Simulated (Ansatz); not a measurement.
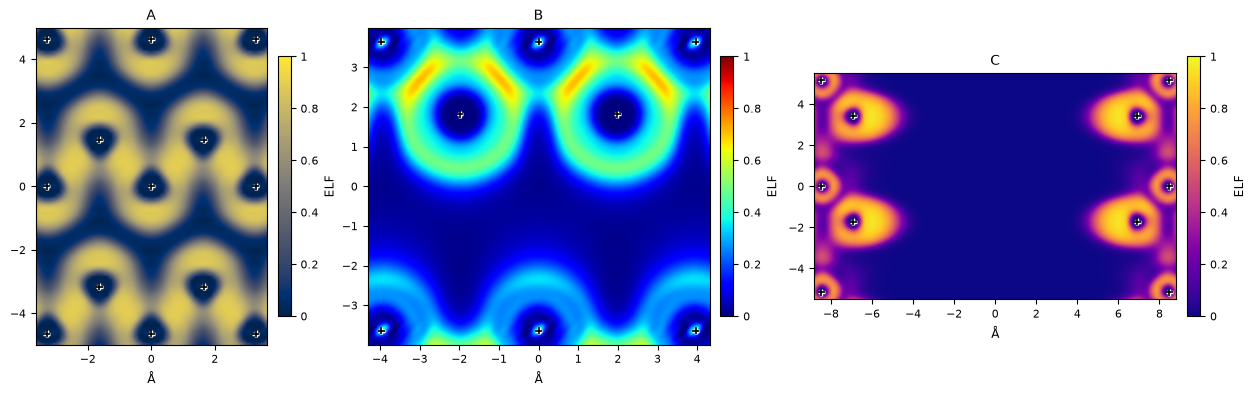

The ELF of 3 systems, each on a plane through atoms (crosses mark nuclei in the plane).

These are results of Ansatz 0.2.0, DFT r2SCAN, scalar-relativistic, plane waves, PAW, not measurements.

System 1: GaSb, the (010) plane of the conventional cell. Space group I-4m2.

System 2: WS₂, the (101) plane of the conventional cell. Space group Pm; a structure from a database of computed crystals, not necessarily the ambient phase; changed on purpose from its base cell (strain -0.1500 x Voigt [0, 0, 0, 0, 0, 1], atoms carried along); not relaxed (largest force 1.1 eV/Å).

```
W S
1.0
     1.38498    2.63762    0.00000
     0.00000    0.00000  -16.95058
    -3.18352    0.23876    0.00000
W S
1 2
Direct
  0.66667 0.00000 0.33333
  0.33333 0.09200 0.66667
  0.33333 0.90800 0.66667
```

System 3: P, the (010) plane of the conventional cell. Space group Pmna; a structure from a database of computed crystals, not necessarily the ambient phase.

```yaml
crystal:
  lattice:
    - [3.29049, 0.00000, 0.00000]
    - [0.00000, 34.85860, 0.00000]
    - [0.00000, 0.00000, 4.63613]
  atoms:
    - { symbol: P, position: [0.00000, 0.97013, 0.59148] }
    - { symbol: P, position: [0.00000, 0.02987, 0.40852] }
    - { symbol: P, position: [0.50000, 0.02987, 0.09148] }
    - { symbol: P, position: [0.50000, 0.97013, 0.90852] }
```

> Match each panel to its system.

Panel A is system 3, P: the plane holds P. P–P (2.21 Å): the ELF peaks at about 0.90 between the atoms; localised, covalent bonding. Panel B is system 1, GaSb: the plane holds Ga and Sb. Ga–Sb (2.69 Å): the ELF peaks at about 0.70 between the atoms. Panel C is system 2, WS₂: the plane holds W and S. W–S (2.32 Å): the ELF peaks at about 0.85 in the valence shell of S, 0.8 Å from its nucleus, and is about 0.50 at the midpoint.
